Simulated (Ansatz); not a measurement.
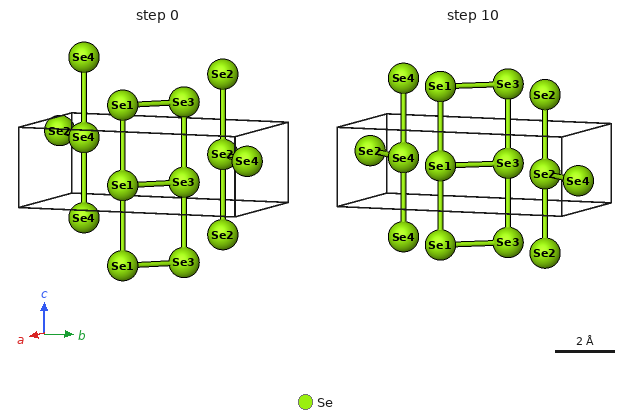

The structure of crystalline Se (set up in P2_12_12) (coarse preliminary run) before (left) and after (right) a relaxation, at one scale.

The picture is a ball-and-stick view of the cell of the calculation, seen slightly off an axis.

These are results of DFT r2SCAN, scalar-relativistic, plane waves, PAW in Ansatz, not measurements.

Input
```yaml
crystal:
  lattice:
    - [4.8681583976, 0.0, 0.0]
    - [0.0, 7.90932954, 0.0]
    - [0.0, 0.0, 2.7402019956]
  atoms:
    - { symbol: Se, position: [0.6740806, 0.40104581, 0.2638364] }
    - { symbol: Se, position: [0.8259194, 0.90104581, 0.7361636] }
    - { symbol: Se, position: [0.3259194, 0.59895419, 0.2638364] }
    - { symbol: Se, position: [0.1740806, 0.09895419, 0.7361636] }
basis:
  ecutwfc: 500
kpoints:
  mp_grid: { grid: [4, 4, 8] }
hamiltonian:
  xc: r2scan
scf:
  occupations: { method: gaussian, width: 0.1 }
output:
  forces: true
  stress: true
  eigenvalues: true
relax:
  adjacent_minimum: "off"
  f_tol: 0.05
  max_steps: 80
  cell: { stress_tol: 0.5 }
```

Summarise the run.

Answer. The largest moves relative to the cell, 0.67 Å, are those of Se1, Se2, Se3 and Se4. Se2 goes roughly along −c. The volume changes by −4.4 %, with a 4.868 → 4.542 Å (−6.7 %), b 7.909 → 8.208 Å (+3.8 %), c 2.740 → 2.706 Å (−1.3 %). Near-neighbour distances that change, for instance: Se1–Se4 3.648 → 3.203 Å, Se1–Se3 2.307 → 2.425 Å, Se1–Se1 2.740 → 2.706 Å. The space group stays P2_12_12 (No. 18). Over 8 accepted moves (10 points after the start) the energy falls by 35.4 meV per atom. The largest force component goes from 0.63 to 0.033 eV/Å. The pressure goes from 0.87 to −0.03 GPa. The line search rejected the trial step at point 7 of the run. The SCF was repeated once at an unchanged geometry on a basis and grid sized afresh for the cell, which shifted the energy by less than 0.05 meV per atom at most.
